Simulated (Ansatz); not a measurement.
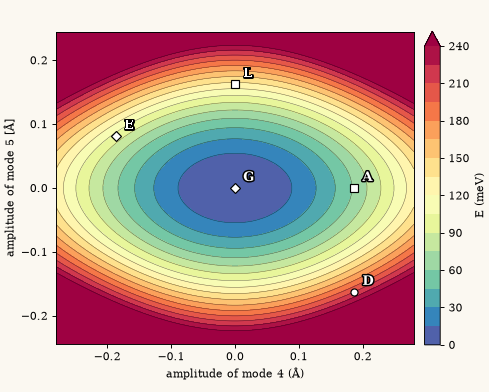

Cu (Cmcm, No. 63; 2 atoms in the cell). 
- The energy is mapped over two normal modes frozen in (zone-centre modes of the 2-atom cell of this scan).
- First axis: amplitude of mode 4 (91 cm⁻¹), largest displacement. Second axis: amplitude of mode 5 (147 cm⁻¹), largest displacement.
- Nothing is relaxed (the cell and all other modes fixed).
- The scan uses a 7 × 7 grid; 16 points were computed and 33 follow by symmetry.
- Points are written as (first, second).
- All energies are given in meV per cell relative to the lowest grid point.
- All numbers below come from Ansatz 0.2.0, DFT PBE, scalar-relativistic, plane waves, PAW. Settings: cutoff 520 eV, k-mesh 18×18×18, gaussian smearing 0.15 eV, no spin polarisation.

The picture shows filled contours, one colour for all values above the top of the scale, lettered points. Between grid points the surface is interpolated.

Rank the lettered points by energy, lowest first.

G (0 meV), A (62 meV), E (100 meV), L (131 meV), D (210 meV).

What kind of point is each of D, E, G, L: minimum, saddle, maximum or slope?

D: on a slope; E: on a slope; G: minimum; L: on a slope. (In these two coordinates alone; a stationary point may lie a little off the grid point.)

PAW datasets: the set soft_1.
